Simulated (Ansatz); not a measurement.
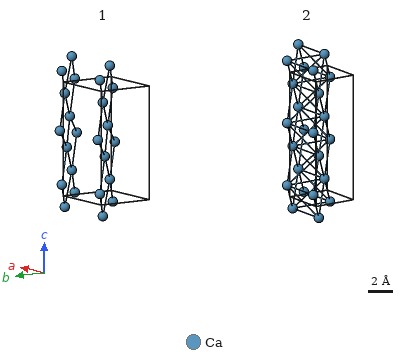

Two geometries of a crystal of Ca (built on the iodine_64 type) (coarse preliminary run), drawn at one scale. One is the start of a relaxation, the other its converged end. The picture is a ball-and-stick view of the cell of the calculation, repeated 2 × 1 × 1 with one cell outlined, seen from a free direction.

Theory: DFT PBEsol, scalar-relativistic, plane waves, PAW (Ansatz 0.2.0). (plane-wave cutoff 420 eV; k-point mesh 4 × 4 × 2; occupations gaussian; smearing width 0.1 eV; no spin polarisation; cell and atoms relaxed; force threshold 0.04 eV/Å; at most 70 steps)

### Which one is relaxed?

Structure 2 is the relaxed one. Case: iodine type (Cmce, No. 64). The largest moves relative to the cell, 0.56 Å, are those of Ca atoms. Cell: a = b 4.447 → 3.881 Å (−12.7 %), c 10.002 → 10.956 Å (+9.5 %), γ 66.9° → 90.3°. Volume −9.3 %. Some distances before and after: Ca–Ca 2.764 → 3.885 Å, Ca–Ca 4.565 → 3.872 Å, Ca–Ca 4.495 → 3.870 Å, Ca–Ca 4.447 → 3.881 Å. Among the angles between lasting bonds that change: Ca–Ca–Ca 105.2° → 89.7°, Ca–Ca–Ca 167.0° → 180.0°, Ca–Ca–Ca 169.5° → 179.9°. The space group (tolerance 0.01 Å) goes from Cmce (No. 64) to I4/mmm (No. 139). After 7 accepted moves (8 points after the start) the energy has fallen by 683 meV per atom. Largest force component: 1.4 eV/Å at the start, 0.0032 eV/Å at the end. Pressure: −0.43 GPa at the start and −0.10 GPa at the end. At 1 point the geometry stayed and the basis and grid were re-selected for the new cell (energy shift of 0.4 meV per atom at most each time).
